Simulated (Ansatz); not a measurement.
Structure data:

```yaml
crystal:
  lattice:
    - [2.77608, 0.00000, 0.00000]
    - [-1.38804, 2.40416, 0.00000]
    - [0.00000, 0.00000, 8.18061]
  atoms:
    - { symbol: Al, position: [0.00000, 0.00000, 0.77795] }
    - { symbol: Al, position: [0.00000, 0.00000, 0.22205] }
    - { symbol: O, position: [0.33333, 0.66667, 0.69945] }
    - { symbol: O, position: [0.66667, 0.33333, 0.30055] }
    - { symbol: O, position: [0.00000, 0.00000, 0.00000] }
```

**What would you see if this were drawn?**

The formula is Al₂O₃. The lattice is primitive hexagonal and the space group P-3m1 (No. 164). Cell content 2 Al, 3 O; Z = 1. The coordination shell of Al holds four O in a tetrahedral arrangement at 1.73 to 1.82 Å. O takes two kinds of site: 2d with three Al in a trigonal pyramidal arrangement at 1.73 Å; 1a with two Al in a linear arrangement at 1.82 Å. The bonds build Al2O3 layers parallel to (001).

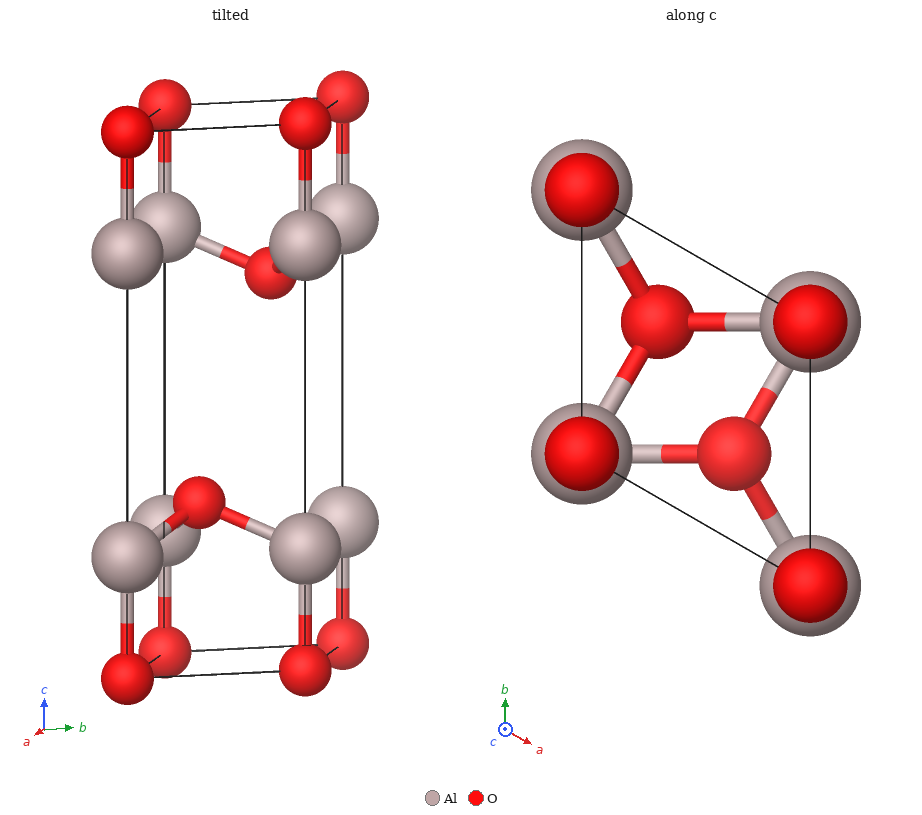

The image is a ball-and-stick drawing of a crystal, viewed slightly off an axis and along the c axis. The frame is the conventional unit cell; atoms at its boundary are shown with their periodic copies. Colours: aluminium light grey, oxygen red.

The starting point was a structure listed in the Materials Project. The cell was then strained or its atoms displaced on purpose. Ansatz was used for an electronic-structure calculation on it.

At this level of theory the run's own cell isn't at rest (compressed, at 13 GPa and forces up to 4.6 eV/Å), so its distances can differ from those at equilibrium, the more so the softer the solid.
